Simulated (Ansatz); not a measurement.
System: InP, space group F-43m (No. 216) (one of a set of cubic test structures, which need not be the stable phase).

Input of one of the runs behind the figure:
```
crystal:
  lattice:
    - [0.0, 2.95999939737, 2.95999939737]
    - [2.95999939737, 0.0, 2.95999939737]
    - [2.95999939737, 2.95999939737, 0.0]
  atoms:
    - { symbol: In, position: [0.0, 0.0, 0.0] }
    - { symbol: P, position: [0.25, 0.25, 0.25] }
kpoints:
  mp_grid: { grid: [4, 4, 4] }
hamiltonian:
  xc: hse06
  pseudopotentials:
    kind: all_electron
    relativity: scalar
    datasets: crystal
    dataset_attempts: all
    nuclear_model: point
scf:
  occupations: { method: fermi_dirac, width: 0.05 }
  convergence: { dr2_threshold: "1e-9 eV" }
  max_iter: 400
  exx: { singularity: regularized }
  lower_state_search: "off"
output:
  forces: true
  stress: true
```

Command:
```bash
ansatz run input.yaml --threads 4
```

Calculation (Ansatz 0.2.0 development build): equation of state of a cubic crystal from periodic Kohn-Sham density functional theory without spin, third-order Birch-Murnaghan fit to the free energies; pressure corrected for the finite basis. Level: HSE06.

```tsv
setting	value
structure type	zinc blende
atoms in cell	2
space group number	216
lattice centring	face-centred primitive
k mesh	4×4×4
occupation method	Fermi–Dirac
occupation width	0.05 eV
wave cutoff	270 eV
datasets	all-electron datasets
density tolerance	1e-09 eV
bands	13
density cutoff ratio	4
dirac inner shells	no
nucleus	point
search for lower states	default
exchange singularity	regularized
```

Predict the energy above the lowest point against volume. The volume takes the values 24.35, 25.14, 25.93, 26.73, 27.52 Å³/atom.

A third-order Birch–Murnaghan fit gives V0 = 25.77 Å³/atom, B0 = 69.6 GPa and B′ = 4.5. The energy above the lowest point is 18.8 meV/atom at volume 24.35 Å³/atom and 22.7 meV/atom at 27.52 Å³/atom; the lowest computed point is at volume 25.93 Å³/atom (0.0 meV/atom), and no other minimum shows among the points.

```
volume (Å³/atom)  energy above the lowest point (meV/atom)
           24.35                                      18.8
           25.14                                       3.3
           25.93                                       0.0
           26.73                                       7.0
           27.52                                      22.7
```

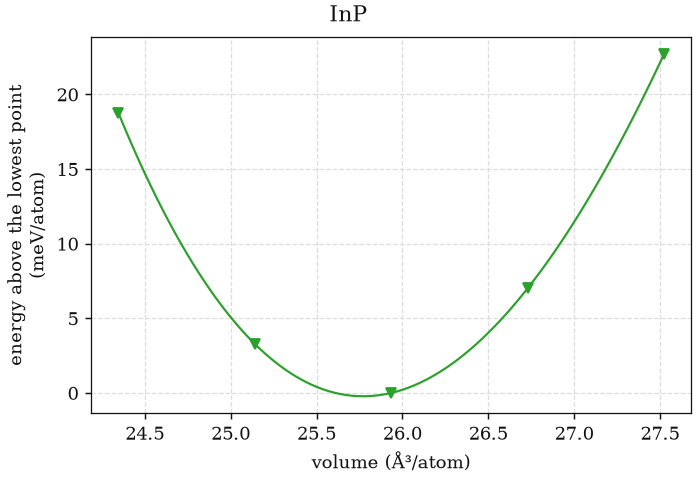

Note: modest k-mesh, values are not fully converged in k.
